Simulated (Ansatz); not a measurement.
Al47O73: several calculations on one system

## 1. Relaxation

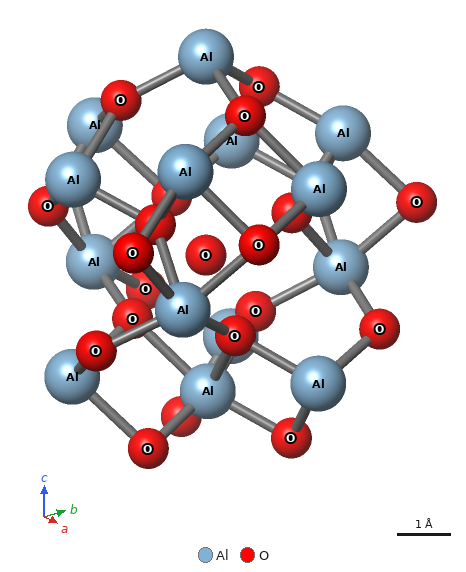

A defect cell of composition Al47O73 (cell charge +3), before the relaxation. Style: ball-and-stick. Shown: the atoms within 4.2 Å of the atom that moves most (axes of the cell of the calculation (origin shifted)), slightly off an axis.

Computed with Ansatz 0.2.0, DFT, PBEsol, PAW, plane waves.

Settings: plane-wave cutoff 420 eV; k-point mesh 1 × 1 × 1; mesh shifted by (0.25, 0.25, 0.25); no spin polarisation; atoms relaxed in a fixed cell; force threshold 0.03 eV/Å; at most 80 steps.

```xyz
120
Lattice="9.5479 0.0000 0.0000 -4.7739 8.2687 0.0000 0.0000 0.0000 13.0136" Properties=species:S:1:pos:R:3 pbc="T T T"
Al    2.3761    1.3701    2.3995
Al    0.0738    5.4727    2.4518
Al    7.1641    1.3818    2.4184
Al    4.7585    5.5054    2.4270
Al   -0.0086    2.7403    0.2316
Al   -2.3714    6.8919    0.2495
Al    4.7716    2.7303    0.2748
Al    2.3761    6.8818    0.2419
Al   -0.0081    2.7030    4.0896
Al   -2.4426    6.8705    4.0995
Al    4.7832    2.7278    4.0747
Al    2.3615    6.8663    4.1403
Al   -0.0159    2.7296    6.7546
Al   -2.3822    6.8696    6.7726
Al    4.7757    2.7856    6.7654
Al    2.4178    6.8883    6.7642
Al   -4.7485    8.2678    4.5863
Al   -2.3857    4.1404    4.5579
Al    4.7856    0.0322    4.5683
Al    4.7850    8.2379    1.9465
Al    7.1600    4.0967    1.9805
Al    0.0129    8.2562    1.9013
Al    2.4259    4.1222    1.9280
Al    4.7670    8.2623    8.4389
Al    7.1466    4.1422    8.4426
Al    4.8225    0.0055    8.4477
Al    2.3712    4.1062    8.4545
Al    0.0066    0.0225   11.0760
Al   -2.3735    4.1377   11.0680
Al   -0.0034    8.2434   11.0832
Al    2.3430    4.1378   11.1078
Al    2.3626    1.3729    8.9396
Al    0.0039    5.4791    8.9178
Al    7.1739    1.3736    8.9449
Al    4.7632    5.5016    8.9008
Al    2.3963    1.3812    6.2553
Al   -0.0095    5.5227    6.2522
Al    7.1536    1.4113    6.2823
Al    4.7682    5.5174    6.2289
Al    2.4289    1.3639   12.7858
Al    0.0067    5.4986   12.7731
Al    7.1604    1.3763   12.7521
Al    4.7882    5.4937   12.7783
Al   -0.0125    2.7324   10.6095
Al   -2.3864    6.8602   10.5958
Al    4.8073    2.7638   10.5880
Al    2.3909    6.8603   10.6119
O     1.4579    0.0083    3.2471
O    -0.9388    4.1251    3.2741
O     6.2477    0.0161    3.2618
O     3.8612    4.1498    3.2851
O     3.1100    0.1231    1.0815
O     0.6926    4.2313    1.0905
O     7.8654    0.1425    1.0744
O     5.4890    4.2453    1.0641
O     8.7984    1.2539    3.2694
O    -3.0877    5.3844    3.2834
O     4.0472    1.2373    3.2356
O     1.6488    5.3902    3.2466
O     1.6306    2.8832    3.2832
O    -0.7274    7.0121    3.2225
O     6.4015    2.8753    3.2589
O     4.0367    7.0306    3.2419
O     0.9063    1.3705    1.0987
O    -1.4780    5.5132    1.0786
O     5.6985    1.3522    1.1015
O     3.2994    5.5044    1.0820
O     2.4050    4.0929    4.5852
O     1.6219    0.1045    7.5803
O    -0.7338    4.2410    7.5569
O     6.4094    0.0951    7.5913
O     4.0493    4.2840    7.6115
O     0.7566    1.4913    5.4103
O    -1.6940    5.6075    5.4288
O     5.5259    1.4418    5.4176
O     3.0901    5.5923    5.4353
O    -1.4302    2.7381    5.4182
O    -3.8449    6.9008    5.3806
O     3.2979    2.7252    5.4515
O     0.9146    6.8866    5.4347
O    -0.7658    1.4648   11.9213
O    -3.1334    5.6141   11.9509
O     4.0279    1.4937   11.9147
O     1.6186    5.6694   11.9372
O    -1.6413    2.8870    9.7590
O    -4.0388    7.0448    9.7640
O     3.1283    2.8757    9.7902
O     0.7238    6.9874    9.7512
O     3.1174    2.6485    1.0489
O     0.7376    6.7736    1.1122
O     7.9106    2.6481    1.1072
O     5.4868    6.7583    1.0901
O     3.8621    1.3421    7.5811
O     1.4884    5.5257    7.5953
O     8.6173    1.3353    7.6028
O     6.2419    5.5221    7.5944
O     1.6290    2.6486    7.5627
O    -0.7209    6.7753    7.5907
O     6.4107    2.6596    7.5619
O     4.0176    6.7490    7.6050
O     0.7163    4.0272    5.4199
O    -1.6597    8.1286    5.4813
O     5.5045    4.0182    5.3887
O     3.1000    8.1371    5.4570
O     1.4424    2.7282   11.9329
O    -0.9003    6.8920   11.9812
O     6.2711    2.7405   11.9529
O     3.8502    6.8831   11.9058
O     3.2876    0.0155    9.7604
O     0.9278    4.1186    9.7687
O     3.3240    8.2511    9.7676
O     5.7140    4.1296    9.7574
O     0.7198    1.2276    9.7651
O    -1.6895    5.3923    9.7448
O     5.4854    1.2741    9.7299
O     3.1021    5.3862    9.7768
O    -0.7285    4.0640   11.9119
O    -3.1549    8.1523   11.9349
O     4.0759    4.0109   11.9571
O     1.6283    8.1440   11.9452
```

**Where does the relaxation end?**

The atom that moves furthest is O68 (0.43 Å roughly along [−1 1 1]). By element the largest moves are O 0.43 Å, Al 0.19 Å. The cell stays as it was. Some distances before and after: O68–O101 1.885 → 1.255 Å, Al9–O101 2.012 → 2.330 Å, Al13–O101 2.000 → 2.310 Å, Al37–O101 1.859 → 2.066 Å. New bonds form, among them: O68–O101 (1.88 → 1.26 Å). Among the angles between lasting bonds that change: Al9–O101–Al37 133.2° → 121.9°, O51–Al23–O53 161.9° → 172.9°, O59–Al23–O60 77.9° → 88.2°. After 11 geometry steps the energy has fallen by 2.806 eV per cell of the calculation. The largest force component goes from 2.2 to 0.015 eV/Å.

The end point in the same view:

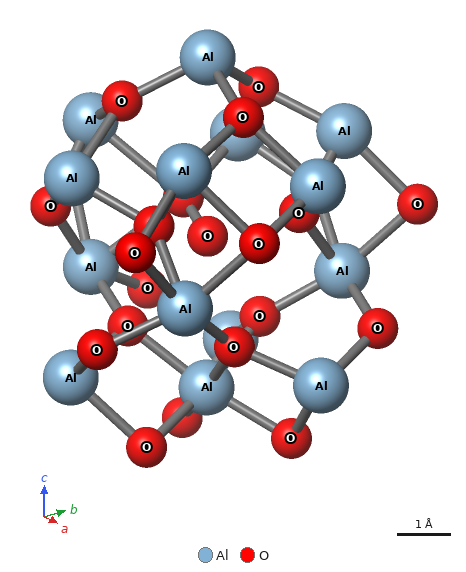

Limits of the set-up: the cell is charged, on a uniform background, and energies carry no finite-size correction.

## 2. Relaxation

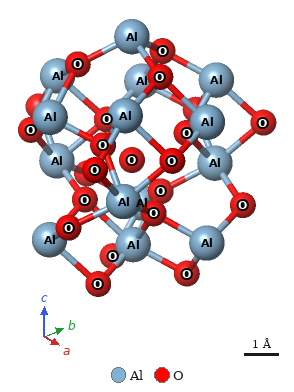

This is the input geometry for a relaxation of a defect cell of composition Al$_{47}$O$_{73}$ (cell charge −1). The picture is a ball-and-stick view of the atoms within 4.2 Å of the atom that moves most (axes of the cell of the calculation (origin shifted)), seen slightly off an axis.

Method: DFT, PBEsol, PAW, plane waves in Ansatz.

(plane-wave cutoff 420 eV; k-point mesh 1 × 1 × 1; mesh shifted by (0.25, 0.25, 0.25); no spin polarisation; atoms relaxed in a fixed cell; force threshold 0.03 eV/Å; at most 80 steps)

```
CELL_PARAMETERS angstrom
9.54786 0.00000 0.00000
-4.77393 8.26869 0.00000
0.00000 0.00000 13.01358
ATOMIC_POSITIONS crystal
Al 0.33171 0.16570 0.18439
Al 0.33866 0.66185 0.18840
Al 0.83389 0.16712 0.18584
Al 0.83129 0.66581 0.18650
Al 0.16481 0.33141 0.01780
Al 0.16838 0.83349 0.01917
Al 0.66485 0.33019 0.02111
Al 0.66500 0.83227 0.01859
Al 0.16260 0.32690 0.31426
Al 0.15962 0.83091 0.31501
Al 0.66592 0.32990 0.31311
Al 0.66253 0.83039 0.31815
Al 0.16339 0.33011 0.51904
Al 0.16590 0.83079 0.52043
Al 0.66863 0.33689 0.51987
Al 0.66976 0.83306 0.51978
Al 0.00261 0.99990 0.35243
Al 0.00051 0.50074 0.35024
Al 0.50317 0.00390 0.35104
Al 0.99930 0.99628 0.14957
Al 0.99762 0.49544 0.15218
Al 0.50060 0.99849 0.14610
Al 0.50334 0.49853 0.14815
Al 0.99889 0.99923 0.64847
Al 0.99897 0.50095 0.64876
Al 0.50543 0.00067 0.64915
Al 0.49664 0.49660 0.64967
Al 0.00206 0.00272 0.85111
Al 0.00161 0.50040 0.85050
Al 0.49811 0.99694 0.85166
Al 0.49560 0.50042 0.85356
Al 0.33046 0.16603 0.68694
Al 0.33172 0.66263 0.68527
Al 0.83443 0.16612 0.68735
Al 0.83154 0.66535 0.68396
Al 0.33449 0.16704 0.48067
Al 0.33296 0.66791 0.48044
Al 0.83457 0.17068 0.48275
Al 0.83304 0.66727 0.47865
Al 0.33687 0.16495 0.98250
Al 0.33319 0.66499 0.98152
Al 0.83317 0.16645 0.97991
Al 0.83369 0.66440 0.98192
Al 0.16391 0.33046 0.81526
Al 0.16488 0.82966 0.81421
Al 0.67062 0.33425 0.81361
Al 0.66525 0.82968 0.81545
O 0.15319 0.00100 0.24951
O 0.15111 0.49888 0.25159
O 0.65533 0.00195 0.25064
O 0.65534 0.50187 0.25243
O 0.33317 0.01489 0.08310
O 0.32840 0.51172 0.08380
O 0.83240 0.01724 0.08256
O 0.83161 0.51342 0.08177
O 0.99733 0.15165 0.25123
O 0.00220 0.65118 0.25231
O 0.49871 0.14963 0.24863
O 0.49863 0.65189 0.24948
O 0.34513 0.34869 0.25229
O 0.34782 0.84803 0.24763
O 0.84433 0.34773 0.25043
O 0.84792 0.85027 0.24912
O 0.17780 0.16574 0.08442
O 0.17858 0.66675 0.08288
O 0.67861 0.16354 0.08464
O 0.67841 0.66569 0.08314
O 0.49938 0.49499 0.35234
O 0.17619 0.01264 0.58249
O 0.17960 0.51290 0.58069
O 0.67704 0.01151 0.58334
O 0.68315 0.51810 0.58489
O 0.16942 0.18035 0.41574
O 0.16166 0.67816 0.41716
O 0.66594 0.17437 0.41630
O 0.66181 0.67633 0.41767
O 0.01578 0.33114 0.41635
O 0.01459 0.83457 0.41346
O 0.51020 0.32958 0.41891
O 0.51222 0.83286 0.41762
O 0.00837 0.17715 0.91607
O 0.01131 0.67896 0.91834
O 0.51219 0.18064 0.91556
O 0.51234 0.68564 0.91729
O 0.00267 0.34914 0.74991
O 0.00299 0.85199 0.75030
O 0.50153 0.34778 0.75231
O 0.49833 0.84505 0.74931
O 0.48666 0.32031 0.08060
O 0.48685 0.81919 0.08547
O 0.98865 0.32026 0.08508
O 0.98333 0.81733 0.08376
O 0.48566 0.16232 0.58255
O 0.49002 0.66826 0.58365
O 0.98328 0.16149 0.58422
O 0.98767 0.66784 0.58358
O 0.33077 0.32031 0.58114
O 0.33419 0.81939 0.58329
O 0.83226 0.32165 0.58108
O 0.82889 0.81621 0.58439
O 0.31854 0.48704 0.41648
O 0.31770 0.98306 0.42120
O 0.81949 0.48595 0.41408
O 0.81672 0.98408 0.41933
O 0.31604 0.32994 0.91695
O 0.32246 0.83351 0.92067
O 0.82252 0.33144 0.91849
O 0.81947 0.83243 0.91487
O 0.34527 0.00188 0.75001
O 0.34623 0.49810 0.75066
O 0.84708 0.99787 0.75057
O 0.84817 0.49942 0.74978
O 0.14962 0.14847 0.75038
O 0.14912 0.65214 0.74882
O 0.65156 0.15409 0.74767
O 0.65060 0.65140 0.75128
O 0.16945 0.49149 0.91534
O 0.16253 0.98592 0.91711
O 0.66943 0.48507 0.91882
O 0.66300 0.98492 0.91791
```

> Predict the outcome.

O68 moves most: 0.87 Å along [1 1 3]. By element the largest moves are O 0.87 Å, Al 0.20 Å. The cell stays as it was. Among the contacts that change: O68–O76 1.855 → 1.462 Å, Al23–O60 2.001 → 1.851 Å, Al9–O77 1.946 → 2.091 Å, Al23–O67 1.841 → 1.978 Å. New bonds form, among them: O68–O76 (1.85 → 1.46 Å). Bond angles that change, for instance: O59–Al23–O60 77.9° → 93.3°, O51–Al23–O53 161.9° → 176.2°, O51–Al23–O59 79.6° → 93.4°. The energy falls by 5.370 eV per cell of the calculation in 12 geometry steps. Largest force component: 2.5 eV/Å at the start, 0.019 eV/Å at the end.

The end point in the same view:

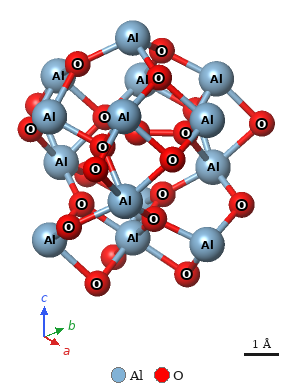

Limits of the set-up: the cell is charged, on a uniform background, and energies carry no finite-size correction.

## 3. Defect

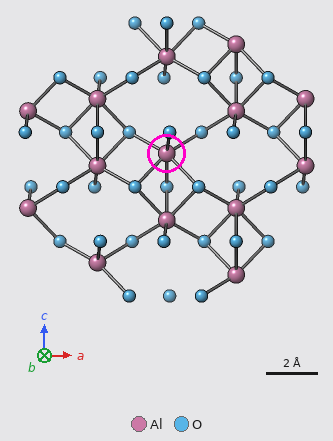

Perfect Al$_{2}$O$_{3}$. A ball-and-stick model of the atoms within 6.0 Å of one point, in a slice 3.4 Å thick across the line of sight, seen along the b axis.

Computed with DFT, PBEsol, PAW, plane waves (Ansatz). Set-up: plane-wave cutoff 420 eV; k-point mesh 1 × 1 × 1; mesh shifted by (0.25, 0.25, 0.25); no spin polarisation. Fermi-Dirac smearing of 0.01 eV. A uniform background neutralises the charged cell. The axes drawn are those of the host's conventional cell.

An aluminium atom is replaced by oxygen at the ringed place, in charge state +3. The supercell has 120 sites, and the atoms are relaxed at the host's cell.

**Predict the relaxed surroundings of the defect.**

In the host the Al atom has 6 O at 1.86 to 1.97 Å; the O atom ends with 1 O at 1.26 Å. Of the host's atoms, an oxygen atom moves furthest from its site, by 0.31 Å. The O atom itself moves 0.41 Å from where it was put.

The relaxed defect, seen from the same direction:

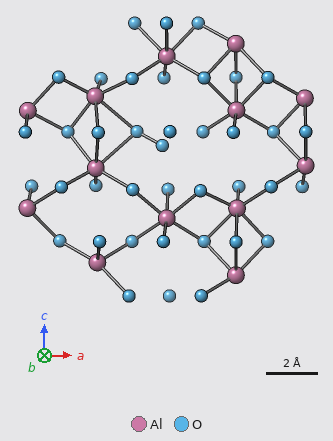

Limits of the set-up: the cell is charged, on a uniform background, and energies carry no finite-size correction.

## 4. Defect

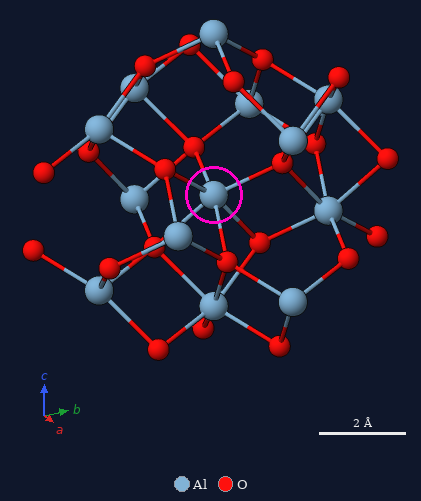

Perfect Al2O3. A ball-and-stick model of the atoms within 4.6 Å of one point, in a slice 5.0 Å thick across the line of sight, seen slightly off an axis.

Level of theory: DFT, PBEsol, PAW, plane waves in Ansatz. Set-up: plane-wave cutoff 420 eV; k-point mesh 1 × 1 × 1; mesh shifted by (0.25, 0.25, 0.25); collinear spin. Fermi-Dirac smearing of 0.01 eV. A uniform background neutralises the charged cell. The axes drawn are those of the host's conventional cell.

An aluminium atom is replaced by oxygen at the ringed place, in charge state −2. The supercell has 120 sites, and the atoms are relaxed at the host's cell.

Predict the relaxed surroundings of the defect.

In the host the Al atom has 6 O at 1.86 to 1.97 Å; the O atom ends with 6 O at 2.01 to 2.31 Å. Of the host's atoms, an oxygen atom moves furthest from its site, by 0.24 Å. The O atom itself moves 0.21 Å from where it was put. The cell's net moment is 3.00 μB.

The relaxed defect, seen from the same direction:

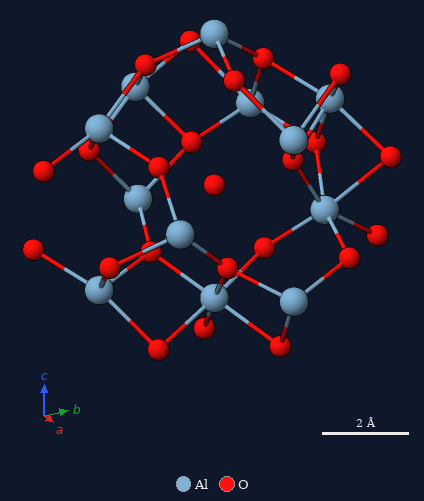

Limits of the set-up: the cell is charged, on a uniform background, and energies carry no finite-size correction.
